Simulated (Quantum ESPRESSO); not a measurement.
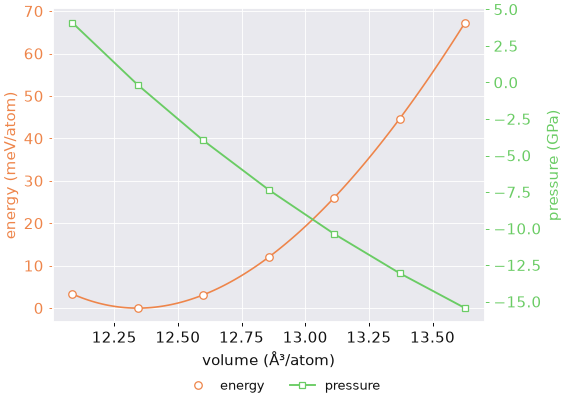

The figure shows the energy and pressure against volume for BaTiO₃, space group P4mm (No. 99).

Cell as given: a = 4.000 Å, b = 4.000 Å, c = 4.018 Å, α = 90.00°, β = 90.00°, γ = 90.00°; 5 atoms.

Method: plane-wave DFT, no spin polarisation; energies at scaled volumes of the given cell, shape and fractions fixed, counted from the fit's minimum, third-order Birch-Murnaghan fit (Quantum ESPRESSO 7.5). Level: LDA.

```
       setting         value
        k mesh         7×7×7
   occupations   Fermi–Dirac
smearing width       0.05 eV
    potentials  GBRV 1.5 LDA
   wave cutoff      612.3 eV
density cutoff       4898 eV
```

Tabulate the plotted points.

```json
{"volume (Å³/atom)": "12.08", "energy (meV/atom)": "3.36", "pressure (GPa)": "4.10"}
{"volume (Å³/atom)": "12.34", "energy (meV/atom)": "0.01", "pressure (GPa)": "-0.16"}
{"volume (Å³/atom)": "12.60", "energy (meV/atom)": "3.11", "pressure (GPa)": "-3.96"}
{"volume (Å³/atom)": "12.86", "energy (meV/atom)": "12.00", "pressure (GPa)": "-7.34"}
{"volume (Å³/atom)": "13.11", "energy (meV/atom)": "26.03", "pressure (GPa)": "-10.36"}
{"volume (Å³/atom)": "13.37", "energy (meV/atom)": "44.64", "pressure (GPa)": "-13.05"}
{"volume (Å³/atom)": "13.63", "energy (meV/atom)": "67.33", "pressure (GPa)": "-15.44"}
```

Limits of the calculation: shape and atomic fractions are frozen while scaling, which makes layered, chain and framework solids too stiff.
